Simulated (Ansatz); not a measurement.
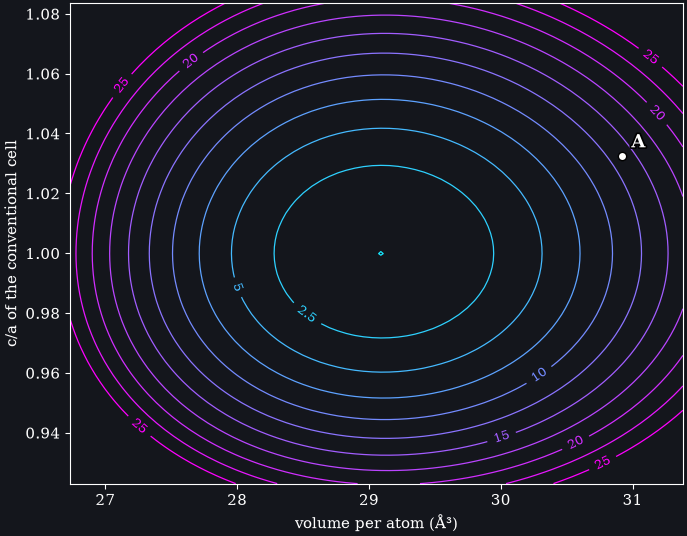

SrCl2 (Fm-3m, No. 225; 3 atoms in the cell). The energy is mapped over volume and the cell's shape. Coordinates scanned: (1) volume per atom; (2) c/a of the conventional cell. Nothing is relaxed (symmetry fixes all fractional coordinates). The grid has 11 × 11 points. Points are written as (first, second). Energies are in meV/atom, from the lowest grid point. Theory: DFT PBE, scalar-relativistic, plane waves, PAW (Ansatz 0.2.0). Settings: cutoff 420 eV, k-mesh 6×6×6, gaussian smearing 0.05 eV, no spin polarisation.

The picture shows contour lines labelled in meV/atom (none above 25), the point A. Between grid points the surface is interpolated.

Which way does the force act at A, and how strong is it?

Answer. A, at (30.92 Å³, 1.033), is not a stationary point. The computed force is 11 meV/atom for each Å³ towards smaller values of volume per atom and 181 meV/atom for each unit towards smaller values of c/a of the conventional cell.
